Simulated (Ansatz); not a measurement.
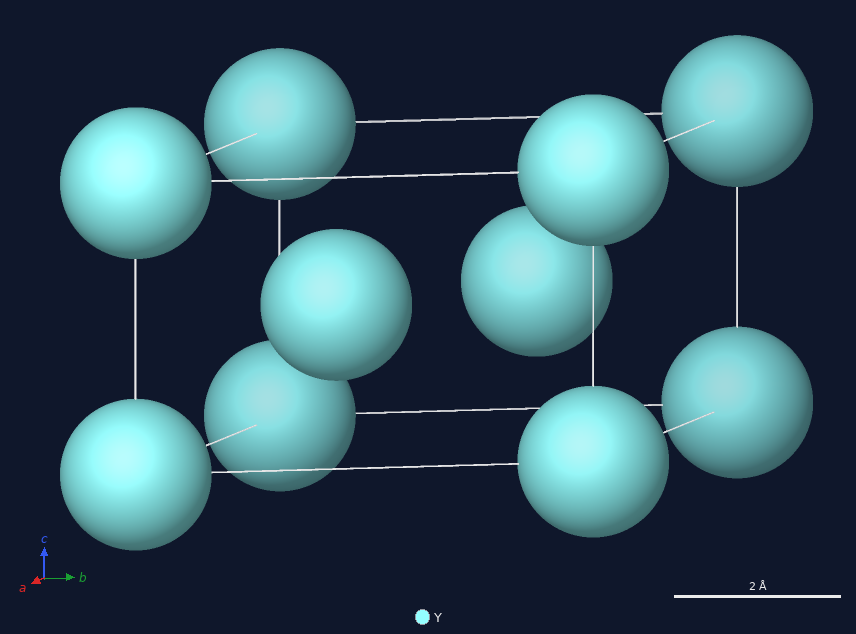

Spheres-only drawing of the structure, looking slightly off an axis. The conventional unit cell is outlined; an atom on or near a face, edge or corner is repeated at each equivalent position.

Question: How many atoms does the cell contain?

Answer: 3 (yttrium), counting shared atoms by their share.

Question: State the lattice type.

Answer: Primitive hexagonal.

Question: State the space group and its number.

Answer: P6/mmm (No. 191), with Y on 1a and Y on 2d.

Question: What structure family is shown?

Answer: Ω phase (AlB₂-like).

It goes back to a textbook structure type filled with this element (whether it is the usual form wasn't checked). Cell shown after relaxation with DFT r2SCAN, scalar-relativistic, plane waves, PAW in Ansatz.
